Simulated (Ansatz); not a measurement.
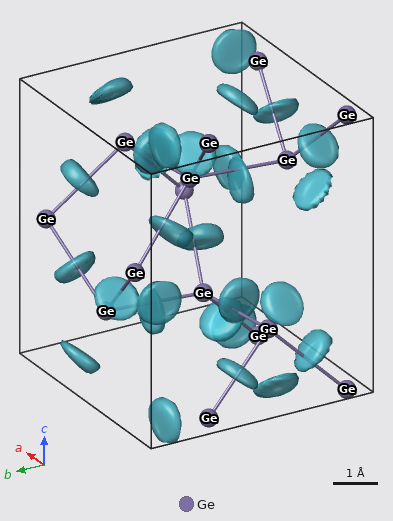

The picture shows: Ge. Isosurface of the ELF at 0.7 (cyan), seen at an oblique angle. Core shells and regions of very low density are left out. Sticks mark near contacts.

Space group P4₃2₁2; not relaxed (largest force 0.9 eV/Å).

Method: Ansatz, DFT r2SCAN, scalar-relativistic, plane waves, PAW.

Core electrons are frozen (PAW), and the valence fields are smoothed inside the atomic spheres.

**Where are the electrons localised?**

The ELF exceeds this value in 16 regions between bonded Ge–Ge atoms (shared pairs) and eight pockets between the atoms, centred on no nucleus (multi-centre or interstitial), counted in one cell of 12 atoms. Regions shared between cells count once. Along the contacts the grid gives the following. Ge–Ge (2.44 Å): the ELF peaks at about 0.75 between the atoms; a shared electron pair. Ge–Ge (2.55 Å): the ELF peaks at about 0.80 between the atoms (a covalent bond).

**Does the calculation make it a metal, or give it a gap?**

It is gapped, with a Kohn–Sham gap of 0.78 eV on the k-point mesh (the band edges may lie off the mesh, which would make the gap smaller).
